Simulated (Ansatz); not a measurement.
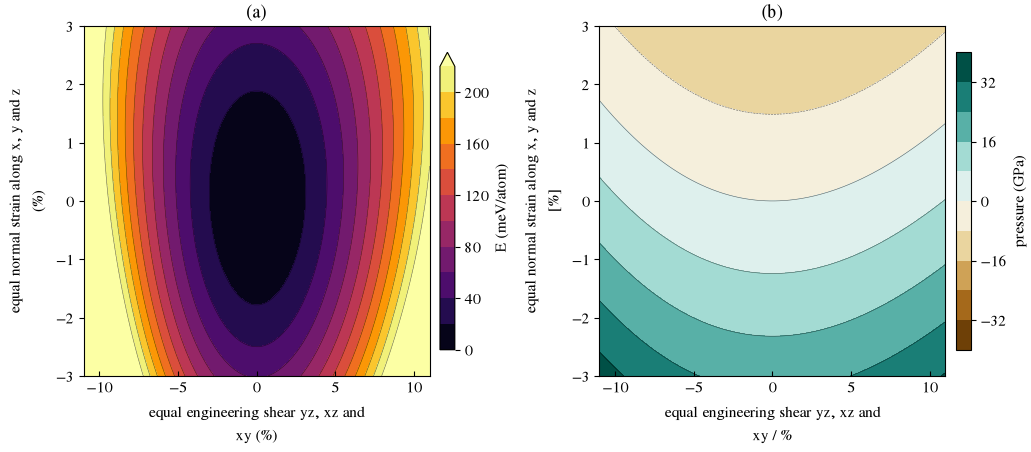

Al3GaN4 (P-43m, No. 215; 8 atoms in the cell). The energy is mapped over two homogeneous strains (x, y and z along the cube axes). First axis: equal engineering shear yz, xz and xy. Second axis: equal normal strain along x, y and z. Nothing is relaxed (fractional coordinates fixed). The scan uses a 7 × 7 grid. Points are written as (first, second). Energies are in meV/atom, from the lowest grid point. Method: DFT PBEsol, scalar-relativistic, plane waves, PAW (Ansatz 0.2.0). Settings: cutoff 520 eV, k-mesh 6×6×6, gaussian smearing 0.05 eV, no spin polarisation.

Panel (a) is the energy and panel (b) the computed pressure on the same grid.

In the figure: filled contours, one colour for all values above the top of the scale. Between grid points the surface is interpolated.

How does the pressure vary over the map, and what is it at the lowest grid point?

It runs from −14.6 GPa at (0.0 %, 3 %) to 36.0 GPa at (−11.0 %, −3 %). At the lowest grid point, (0.0 %, 0 %), it is 0.0 GPa.
